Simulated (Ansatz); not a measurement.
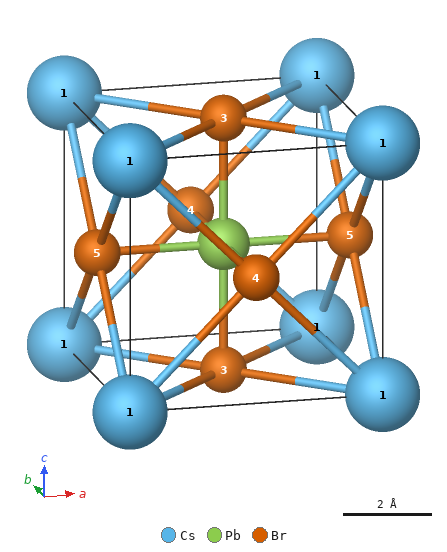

Reference structure: a crystal of CsPbBr₃ (built on the cubic perovskite type) at its r2SCAN-relaxed geometry. The picture is a ball-and-stick view of the cell of the calculation, seen slightly off an axis.

Computed with Ansatz, DFT, PBE, plane waves, PAW. (plane-wave cutoff 420 eV; k-point mesh 4 × 4 × 4; occupations fermi dirac; smearing width 0.02 eV; no spin polarisation)

Change: The cell is strained by +4.0 % along c and none across it (volume +4.0 %). The atoms were relaxed with r2SCAN under that strain, and this is a single point on that geometry.

**Predict the response.**

The energy rises by 1.8 meV per atom. The pressure goes from 0.7 to 0.0 GPa. The principal stresses (compression positive) are −0.9 GPa along c and 0.4 GPa across it. All forces vanish by symmetry. Among the bonded contacts that change: Br–Pb 2.971 → 2.971 to 3.090 Å, Br–Cs 4.202 → 4.202 to 4.287 Å. The space group (tolerance 0.01 Å) goes from Pm-3m (No. 221) to P4/mmm (No. 123).

Drawn alike, the variant:

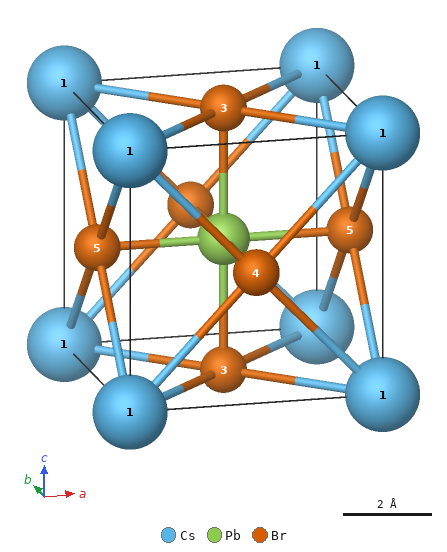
